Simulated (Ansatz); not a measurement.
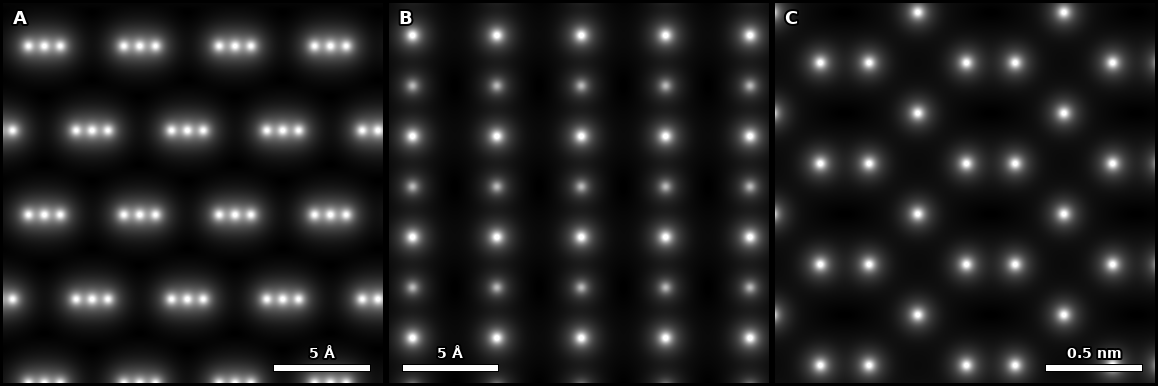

Three views of Cs (P6/mmm, No. 191) along different zone axes. Computed as the sum of neutral-atom potentials (tabulated electron scattering factors, B = 0.3 Å²) projected along the beam and smoothed by 0.25 Å; brighter is more positive. The display is stretched by a gamma of 0.6; percentages refer to the linear signal. Structure: a calculation's starting geometry; the starting structure was generated, so it need not be a known form of this composition.

Space group P6/mmm (No. 191). a = 8.960 Å, b = 8.960 Å, c = 5.355 Å, α = 90.00°, β = 90.00°, γ = 120.00°
```tsv
atom	site	symmetry	x	y	z
Cs	1a	6/mmm	0.0000	0.0000	0.0000
Cs	2d	-6m2	0.3333	0.6667	0.5000
```

Q: Match the panels to the zone axes [100], [210] and [211].

A is [211]: projected cell 5.06 × 5.15 Å, 119°, plane group c2mm. B is [210]: projected cell 4.48 × 5.35 Å, 90°, plane group p2mm. C is [100]: projected cell 5.35 × 7.76 Å, 90°, plane group p2mm.
